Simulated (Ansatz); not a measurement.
System: NiO.

Input file:

```
crystal:
  lattice:
    - [2.50461538, 0.0, 0.0]
    - [0.0, 2.50461538, 0.0]
    - [0.0, 0.0, 2.50461538]
  atoms:
    - { symbol: Ni, position: [0.0, 0.0, 0.0], spin: 0.8 }
    - { symbol: O, position: [0.5, 0.5, 0.5] }
hamiltonian:
  xc: pbe
  pseudopotentials: { kind: paw }
magnetization:
  spin_polarized: true
  initial_magnetization: 0.8
  spin_locking: { lock_magnetization: hard }
kpoints:
  mp_grid: { grid: [9, 9, 9] }
scf:
  occupations: { method: fermi_dirac, width: 0.05 }
  lower_state_search: "off"
output:
  forces: true
  stress: true
  eigenvalues: true
  write_density: true
  write_potential: true
  elf: true
  volumetric_format: npy
```

Launched as:

```sh
ansatz run input.yaml --threads 2 --pin off --max-ram 5632MiB --backend cpu --events-out ev --progress --plain --runs-dir out
```

Below, planes, directions and counts refer to the conventional cell (a = 2.50 Å, b = 2.50 Å, c = 2.50 Å, α = 90.00°, β = 90.00°, γ = 90.00°).

Space group Pm-3m; a generated structure, not necessarily the stable one; built by placing these elements on a known structure type; computed pressure about 26 GPa in this cell; spin-polarised.

The calculation used Kohn-Sham DFT of a periodic cell, PBE, Ansatz PAW in Ansatz 0.2.0.

Question: What can the converged valence pseudo-density, electron localisation function and spin density tell about the bonding?

Answer: Ni–O (2.17 Å): ρ at the midpoint is about 0.41 e/Å³; the ELF peaks at about 0.80 in the valence shell of O, 0.6 Å from its nucleus, and is about 0.15 at the midpoint (no localised pair shows between them).
The spin density sits on Ni: +0.6 μB in one cell of 2 atoms, with smaller moments on other sites: O (up to +0.17 μB): parallel main moments (a ferromagnetic arrangement) in this solution. The cell of the calculation (2 atoms) carries 0.8 μB of net spin moment.

Question: Does the calculation give a band gap?

Answer: It is metallic or semimetallic at this level of theory: no gap opens; semilocal functionals without U, or without the true magnetic order, often close the gap of such compounds.

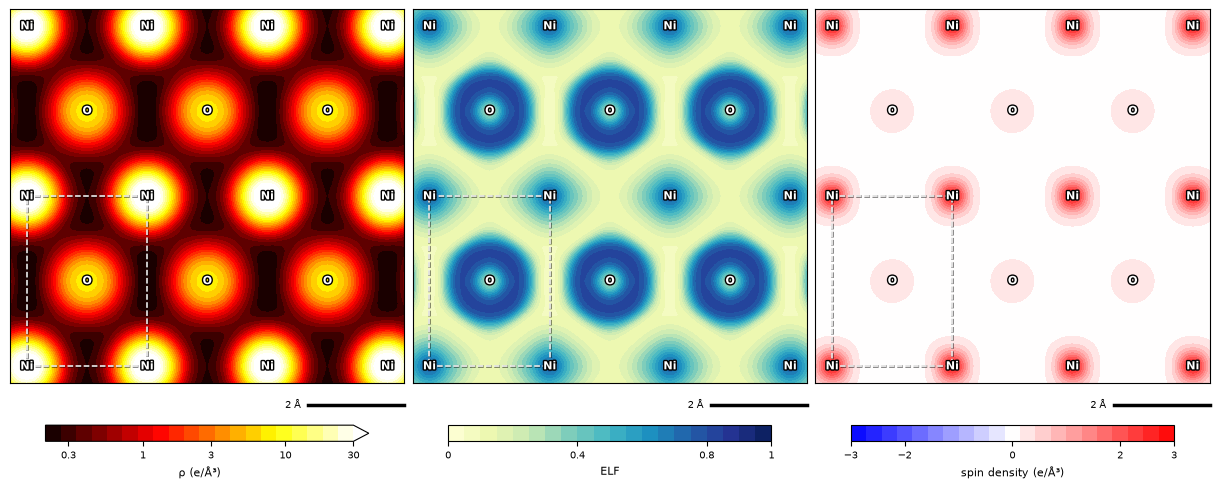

Computed valence pseudo-density, electron localisation function and spin density on the (101̄) plane of the conventional cell, in this order. 

Core electrons are frozen (PAW), and the valence fields are smoothed inside the atomic spheres.
